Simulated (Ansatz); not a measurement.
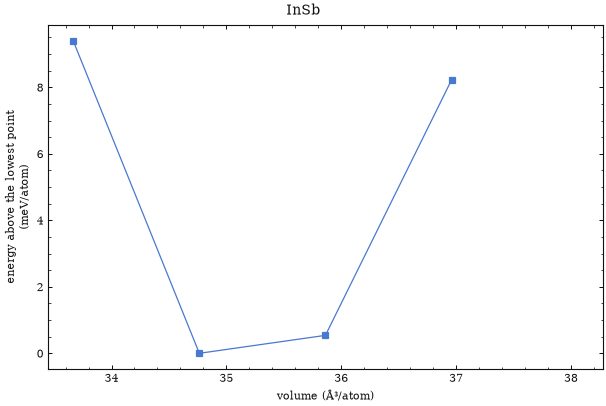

The picture above shows the energy above the lowest point against volume for InSb, space group F-43m (No. 216) (one of a set of cubic test structures, which need not be the stable phase).

Method: equation of state of a cubic crystal from periodic Kohn-Sham density functional theory without spin; pressure corrected for the finite basis (Ansatz 0.2.0 development build). Level: HSE06.

| setting | value |
| --- | --- |
| structure type | zinc blende |
| atoms in cell | 2 |
| space group number | 216 |
| lattice centring | face-centred primitive |
| k mesh | 4×4×4 |
| occupation method | Fermi–Dirac |
| occupation width | 0.05 eV |
| wave cutoff | 270 eV |
| datasets | all-electron datasets |
| density tolerance | 1e−09 eV |
| bands | 18 |
| density cutoff ratio | 4 |
| nucleus | point |
| search for lower states | default |
| exchange singularity | regularized |

The point at volume 38.06 Å³/atom is left out of the plot. What does the calculation give there?

```tsv
volume (Å³/atom)	energy above the lowest point (meV/atom)
38.06	22.0
```

Limits of the calculation: coarse k-mesh, values are not converged in k.
